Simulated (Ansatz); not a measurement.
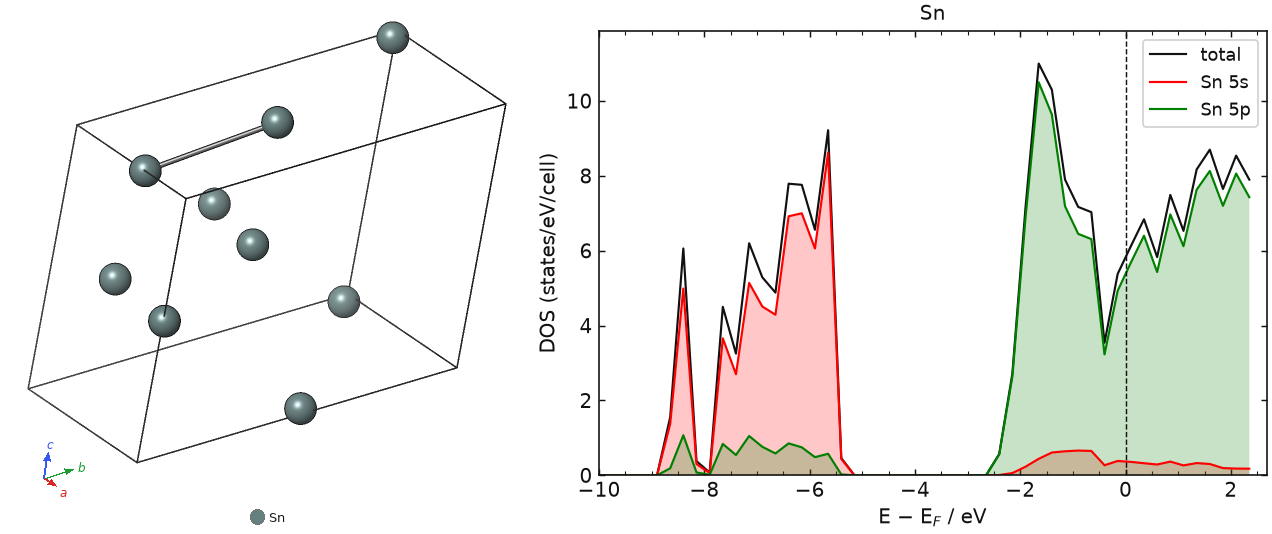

Density of states, beside the structure. Energies are counted from the Fermi level. The partial curves are projected on Löwdin-orthogonalised atomic shells.

System: Sn, space group P1, 8 atoms in the cell, a distorted cell.

Level of theory: DFT with m-r2SCAN, PAW plane waves, no spin polarisation, 3×3×3 k mesh, 500 eV cutoff; code Ansatz 0.2.0.

### Metal or insulator, and how many states lie at the Fermi level?

It is a metal. The density of states at the Fermi level is about 5.8 per eV and cell (mean within 0.25 eV), or 0.72 per atom.

### Which states dominate at the Fermi level?

By projected weight, the states within 0.3 eV of the Fermi level are Sn 5p almost alone.

The atoms aren't at rest in this cell (largest force 0.9 eV/Å), so the relaxed material can differ. The cell is at −7 GPa in this functional.
